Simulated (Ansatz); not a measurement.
## Density-of-states calculation of WC (part 2 of 2)

The same run, continued: WC (P1, 24 atoms in the cell); DFT PBE, scalar-relativistic, plane waves, PAW, no spin polarisation (Ansatz 0.2.0); cutoff 420 eV, 5×6×6 k-mesh, Gaussian smearing of 0.1 eV. The structure was made by swapping elements on the sites of another compound; it need not be a known phase. It belongs to a series of runs on one base structure; here: 6 C and 6 W atoms exchanged at random in the cell repeated 12 times, relaxed.

Geometry of the input (Å; fractional positions):
```
-3.2352  -5.2033  -3.2957
-2.7800  4.7506  -2.9582
5.8218  0.1678  -2.9286
C  0.3549  0.2755  0.2505
C  0.4745  0.9369  0.3870
W  0.1553  0.7194  0.2611
C  0.5052  0.4476  0.8687
C  0.1444  0.1419  0.6042
W  0.3441  0.8515  0.9323
C  0.9842  0.4364  0.4409
C  0.6727  0.1152  0.1004
W  0.8483  0.9000  0.4450
W  0.8071  0.3851  0.9617
W  0.9854  0.0277  0.0692
W  0.6610  0.7226  0.7423
C  0.3428  0.0329  0.2238
W  0.5332  0.6057  0.2292
W  0.2129  0.3332  0.9289
W  0.4723  0.1083  0.7114
C  0.1591  0.8970  0.5955
W  0.3141  0.4446  0.5451
C  0.0122  0.2012  0.3993
C  0.6824  0.8811  0.0823
C  0.8655  0.5514  0.2857
C  0.7769  0.0701  0.7314
W  0.0000  0.6226  0.7446
W  0.6702  0.2750  0.4340
```

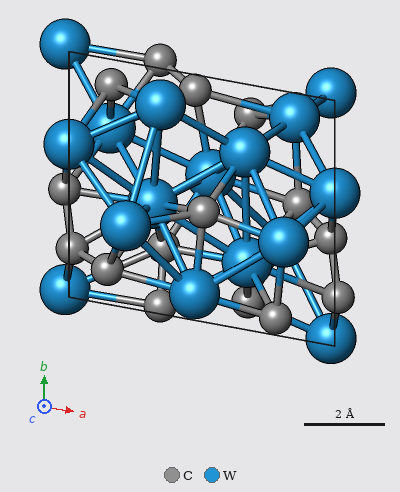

Figure 1. The structure (ball-and-stick view of the cell of the calculation, along the c axis).

### The program's output, continued
```
  k-point 1: bands = ["-55.2116", "-55.0010", "-54.9850", "-54.8764", "-54.7936", "-54.7858", "-54.6955", "-54.6069", "-54.5214", "-54.4656", "-54.4191", "-54.1822", "-19.7290", "-19.6785", "-19.6320", "-19.5579", "-19.4827", "-19.4685", "-19.4136", "-19.3833", "-19.3219", "-19.2914", "-19.2596", "-19.2543", "-19.2453", "-19.2147", "-19.1555", "-19.1458", "-19.1048", "-19.0705", "-19.0492", "-19.0006", "-18.9707", "-18.9503", "-18.9089", "-18.8518", "-18.7934", "-18.7858", "-18.7442", "-18.7212", "-18.6792", "-18.6622", "-18.6211", "-18.5850", "-18.4523", "-18.3415", "-18.2775", "-17.9855", "2.2928", "3.3981", "4.2401", "4.5480", "6.0467", "7.0130", "7.2827", "8.0985", "9.3010", "10.0298", "10.2716", "10.4609", "11.1007", "11.5303", "11.5907", "12.2810", "12.4279", "12.6262", "12.7910", "12.9760", "13.5054", "13.6876", "13.8003", "14.0665", "14.1795", "14.2013", "14.4659", "14.5809", "14.7643", "14.8219", "15.0543", "15.1713", "15.4027", "15.5813", "15.6698", "15.7877", "15.8244", "16.0271", "16.0572", "16.2246", "16.3390", "16.5046", "16.6567", "16.7639", "16.8908", "17.0187", "17.2213", "17.2917", "17.4956", "17.6322", "17.6976", "17.7862", "18.0737", "18.2610", "18.3511", "18.5868", "18.7367", "18.8356", "19.1163", "19.3744", "19.4161", "19.7247", "19.9744", "20.2317", "20.3717", "20.6051", "20.8069", "20.9882", "21.0786", "21.1640", "21.3017", "21.4204"]
  k-point 2: bands = ["-55.2116", "-55.0009", "-54.9851", "-54.8763", "-54.7932", "-54.7864", "-54.6955", "-54.6069", "-54.5213", "-54.4656", "-54.4191", "-54.1822", "-19.7235", "-19.6784", "-19.6284", "-19.5472", "-19.4850", "-19.4591", "-19.4218", "-19.3796", "-19.3371", "-19.2919", "-19.2827", "-19.2661", "-19.2475", "-19.2086", "-19.1722", "-19.1489", "-19.0883", "-19.0487", "-19.0318", "-19.0017", "-18.9723", "-18.9464", "-18.9032", "-18.8594", "-18.7955", "-18.7894", "-18.7439", "-18.7176", "-18.6811", "-18.6630", "-18.6161", "-18.5907", "-18.4562", "-18.3424", "-18.2792", "-17.9857", "2.3546", "3.3814", "4.1998", "4.5553", "6.0773", "6.9684", "7.2959", "8.0445", "9.2830", "10.0905", "10.2541", "10.4424", "11.0827", "11.4752", "11.6147", "12.1580", "12.4671", "12.5705", "12.7606", "12.9458", "13.3592", "13.7220", "13.8955", "13.9724", "14.0715", "14.1282", "14.3870", "14.6659", "14.7787", "14.9461", "15.0979", "15.3273", "15.4753", "15.5693", "15.7518", "15.8873", "15.9810", "16.1095", "16.2145", "16.2998", "16.4986", "16.5673", "16.6724", "16.8307", "16.9410", "17.1071", "17.1558", "17.3103", "17.4908", "17.6089", "17.8066", "17.8964", "17.9598", "18.1614", "18.2733", "18.4440", "18.6465", "18.7895", "19.1688", "19.4168", "19.5500", "19.8033", "19.9372", "20.2251", "20.3961", "20.5041", "20.6131", "20.9269", "21.0649", "21.1706", "21.3134", "21.3737"]
  k-point 91: bands = ["-55.2115", "-55.0007", "-54.9851", "-54.8769", "-54.7932", "-54.7857", "-54.6953", "-54.6075", "-54.5213", "-54.4634", "-54.4218", "-54.1816", "-19.7264", "-19.6818", "-19.6183", "-19.5510", "-19.4956", "-19.4500", "-19.4244", "-19.3735", "-19.3471", "-19.3104", "-19.2751", "-19.2718", "-19.2182", "-19.1927", "-19.1625", "-19.1412", "-19.0810", "-19.0654", "-19.0490", "-19.0178", "-18.9813", "-18.9477", "-18.8990", "-18.8681", "-18.8127", "-18.7982", "-18.7524", "-18.7192", "-18.6566", "-18.6270", "-18.6211", "-18.5847", "-18.4540", "-18.3389", "-18.2657", "-18.0113", "2.4739", "3.2518", "4.2434", "4.4519", "6.2091", "6.9266", "7.2218", "7.9942", "9.2781", "9.9540", "10.3543", "10.6746", "11.1897", "11.5359", "11.8607", "12.1889", "12.3391", "12.6571", "12.7713", "13.0104", "13.1154", "13.5488", "13.7220", "13.8557", "13.9733", "14.3027", "14.5020", "14.6826", "14.7184", "14.9729", "15.1031", "15.2437", "15.4576", "15.4949", "15.5955", "15.7175", "15.9283", "16.0440", "16.1952", "16.2390", "16.4286", "16.5919", "16.6493", "16.9496", "17.1100", "17.1566", "17.2280", "17.4139", "17.4793", "17.7123", "17.8207", "18.0306", "18.1158", "18.2624", "18.3072", "18.6085", "18.6896", "18.8078", "19.0371", "19.2752", "19.4209", "19.5929", "19.6362", "20.0714", "20.2238", "20.3432", "20.5348", "20.7157", "20.8714", "21.0098", "21.3523", "21.3896"]
--- Löwdin populations: 24 sites ---
  site symbol       q [e]
     0      C      4.5255
     1      C      4.5115
     2      W     13.4377
     3      C      4.7250
     4      C      4.3232
     5      W     13.5012
     6      C      4.3500
     7      C      4.4543
     8      W     13.2378
     9      W     13.3756
    10      W     13.3511
    11      W     13.5649
    12      C      4.2640
    13      W     13.4323
    14      W     13.5000
    15      W     13.3238
    16      C      4.5370
    17      W     13.3998
    18      C      4.3208
    19      C      4.5061
    20      C      4.5564
    21      C      4.7139
    22      W     13.6310
    23      W     13.2356
  spilling = 0.005655 (of n_electrons = 216.000000)
```

### File populations.tsv
```
# site	symbol	l	j	q
# orbitals = lowdin
# n_electrons = 216.000000
# spilling = 0.005655
0	C	0_2S	-	1.199687
0	C	1_2P	-	3.325849
1	C	0_2S	-	1.232595
1	C	1_2P	-	3.278949
2	W	0_5S	-	1.964265
2	W	0_6S	-	0.669726
2	W	1_5P	-	5.985723
2	W	2_5D	-	4.817952
3	C	0_2S	-	1.322243
3	C	1_2P	-	3.402767
4	C	0_2S	-	1.116690
4	C	1_2P	-	3.206495
5	W	0_5S	-	1.956327
5	W	0_6S	-	0.669200
5	W	1_5P	-	5.980163
5	W	2_5D	-	4.895512
6	C	0_2S	-	1.070452
6	C	1_2P	-	3.279542
7	C	0_2S	-	1.265145
7	C	1_2P	-	3.189189
8	W	0_5S	-	1.955689
8	W	0_6S	-	0.570115
8	W	1_5P	-	5.984235
8	W	2_5D	-	4.727791
9	W	0_5S	-	1.955477
9	W	0_6S	-	0.664154
9	W	1_5P	-	5.982802
9	W	2_5D	-	4.773134
10	W	0_5S	-	1.963482
10	W	0_6S	-	0.666870
10	W	1_5P	-	5.985044
10	W	2_5D	-	4.735736
11	W	0_5S	-	1.958619
11	W	0_6S	-	0.717294
11	W	1_5P	-	5.983567
11	W	2_5D	-	4.905392
12	C	0_2S	-	1.066382
12	C	1_2P	-	3.197611
13	W	0_5S	-	1.959387
13	W	0_6S	-	0.618105
13	W	1_5P	-	5.986117
13	W	2_5D	-	4.868682
14	W	0_5S	-	1.961038
14	W	0_6S	-	0.712749
14	W	1_5P	-	5.984087
14	W	2_5D	-	4.842108
15	W	0_5S	-	1.951903
15	W	0_6S	-	0.590281
15	W	1_5P	-	5.981530
15	W	2_5D	-	4.800086
16	C	0_2S	-	1.232801
16	C	1_2P	-	3.304209
17	W	0_5S	-	1.959315
17	W	0_6S	-	0.618658
17	W	1_5P	-	5.983499
17	W	2_5D	-	4.838288
18	C	0_2S	-	1.121127
18	C	1_2P	-	3.199687
19	C	0_2S	-	1.210955
19	C	1_2P	-	3.295172
20	C	0_2S	-	1.209791
20	C	1_2P	-	3.346600
21	C	0_2S	-	1.350246
21	C	1_2P	-	3.363701
22	W	0_5S	-	1.953800
22	W	0_6S	-	0.789510
22	W	1_5P	-	5.980370
22	W	2_5D	-	4.907315
23	W	0_5S	-	1.963914
23	W	0_6S	-	0.573228
23	W	1_5P	-	5.985454
23	W	2_5D	-	4.713016
```

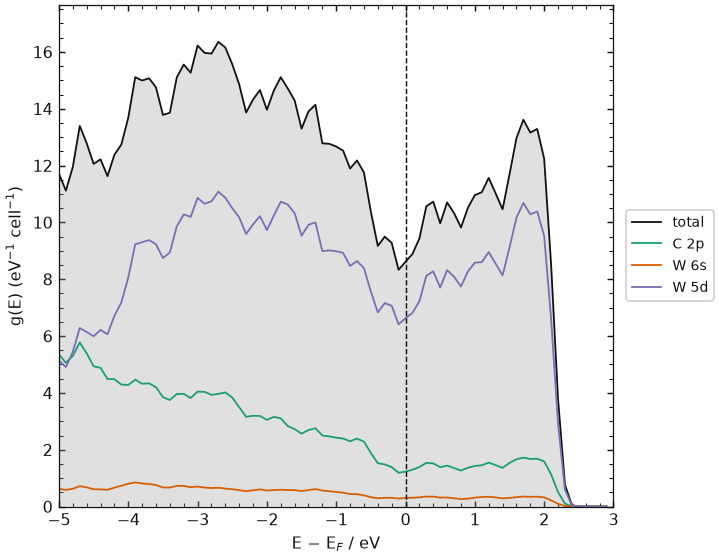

Figure 2. Density of states (projected on Löwdin-orthogonalised atomic shells), with energies from the Fermi level. There are states at the Fermi level: a metal at this level of theory.

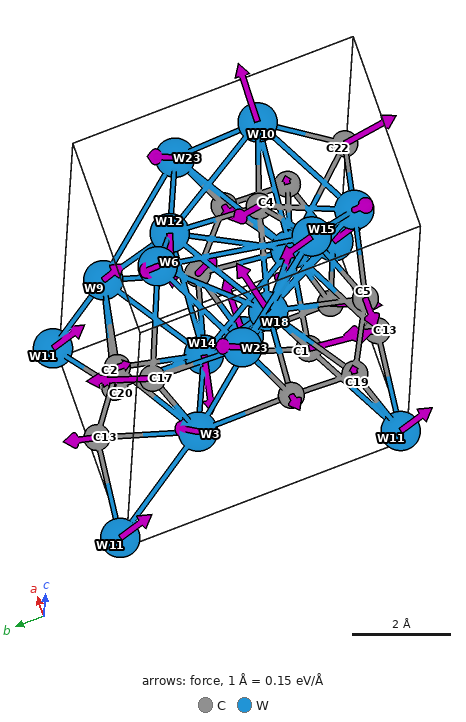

Figure 3. Forces on the atoms as pink arrows (ball-and-stick view of the cell of the calculation, seen at an oblique angle; atoms are numbered from 1 in the order of the input). The largest act on C1, C17 (0.21 eV/Å); W10 (0.19 eV/Å); C22 (0.19 eV/Å); W14, W18 (0.19 eV/Å), among others. The geometry is not a stationary point of this energy.

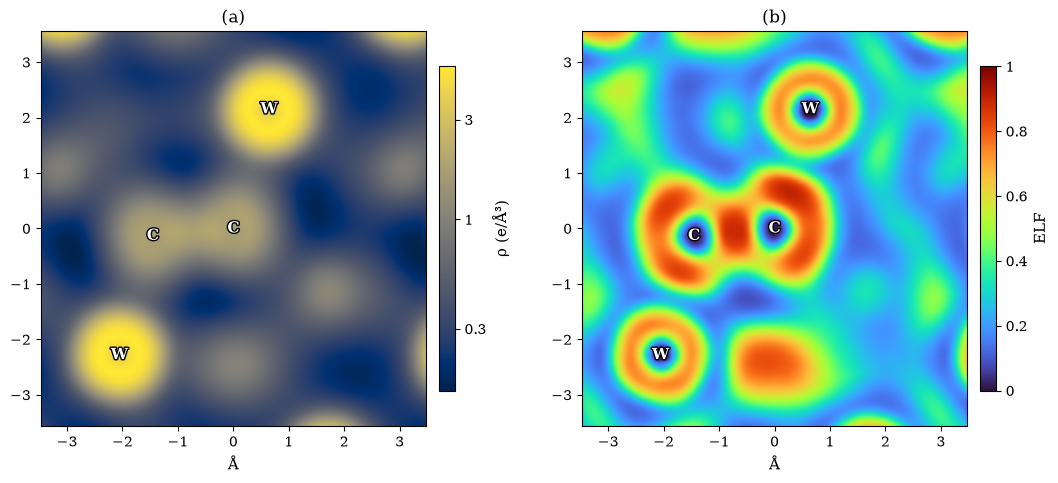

Figure 4. (a) valence electron density; (b) electron localisation function on the (001) plane of the conventional cell. The plane passes through C and W nuclei. C–C (1.46 Å): ρ at the midpoint is about 1.8 e/Å³; the ELF peaks at about 0.90 between the atoms, which marks a covalent bond. Away from the nuclei the density in this plane falls to 0.15 e/Å³ at its lowest. The ELF has a maximum of about 0.55 in the space between the atoms. The strong features right at W lie inside the PAW spheres (semicore, d or f shells) and say nothing about bonding. The fields are those of the smooth PAW valence density.

### Summary

```tsv
quantity	value
outcome	converged
space group (tolerance 0.01 Å)	P1 (1)
electrons treated	216
free energy	−127613.0552 eV
Fermi energy	19.414 eV
gap on the k-point mesh	none (metallic)
pressure	−0.08 GPa
largest force (length of the vector)	0.210 eV/Å
wall time	2.8 min (CPU time 11 min)
peak memory	2.3 GiB
```

Spin–orbit coupling is left out, which matters for W.
